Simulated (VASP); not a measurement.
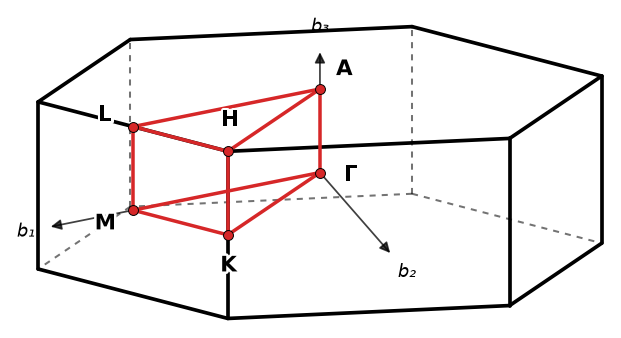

For Al₂O₃, a cell listed in the Materials Project, as set up for an electronic-structure calculation: the figure shows the first Brillouin zone with its special points and a band path. Symmetry computed with spglib at a tolerance of 0.002 Å; standard conventional cell.

Labels and path follow the convention of Hinuma et al. (2017), as computed by seekpath; the arrows show the directions of the reciprocal primitive vectors b₁, b₂, b₃.

**Name the Bravais lattice of the crystal.**

A primitive hexagonal lattice (hP; extended symbol hP2). The zone is a hexagonal prism in its combinatorial type: 8 faces (6 with 4 edges, 2 with 6 edges), 18 edges, 12 vertices.

**In which order does the conventional band path visit the special points?**

Γ–M–K–Γ–A–L–H–A | L–M | H–K
